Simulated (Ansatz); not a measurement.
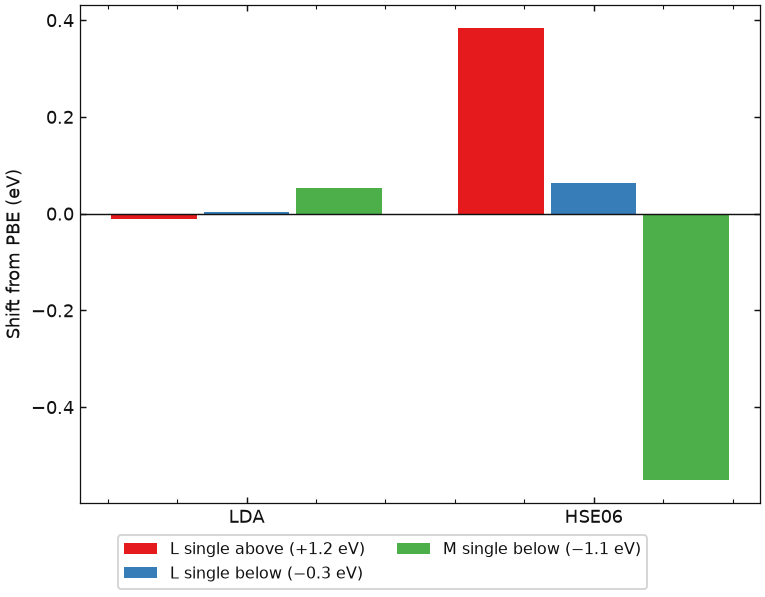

Levels near the Fermi level of CdI2-type TiTe₂, space group P-3m1 (No. 164), 3 atoms in the cell (a = 3.777 Å, c = 6.498 Å (hexagonal axes)), a metal, by three methods on one cell, as shifts from PBE. Each level is counted from the Fermi level of its run and named by k point, degeneracy (spin aside) and side; the legend gives its PBE energy.

Which method departs most from PBE, and how?

HSE06: it moves L single above by +0.38 eV, L single below by +0.06 eV and M single below by −0.55 eV. Exact exchange pushes filled levels down from the Fermi level and so widens the occupied bands. At these levels the other method stays within 0.05 eV of PBE.

| method | L single above (eV) | L single below (eV) | M single below (eV) |
| --- | --- | --- | --- |
| LDA | 1.15 | −0.25 | −1.07 |
| PBE | 1.16 | −0.26 | −1.12 |
| HSE06 | 1.54 | −0.19 | −1.68 |

Settings. LDA: Ansatz PAW, 8×8×4 k mesh, 420 eV cutoff, Gaussian smearing of 0.05 eV (Ansatz). PBE: Ansatz PAW, 8×8×4 k mesh in the self-consistent step, 420 eV cutoff, Fermi-Dirac smearing of 0.05 eV (Ansatz 0.2.0). HSE06: Ansatz PAW, 6×6×4 k mesh, 420 eV cutoff, Fermi-Dirac smearing of 0.05 eV (Ansatz 0.2.0). No run carries moments or holds spin-orbit coupling.

Spin-orbit coupling is left out, which matters for Te. LDA and HSE06: the PAW data sets were made with another functional. HSE06: the k mesh is thin for exact exchange. The meshes or smearings differ, which moves the Fermi levels by some hundredths of an eV or more.
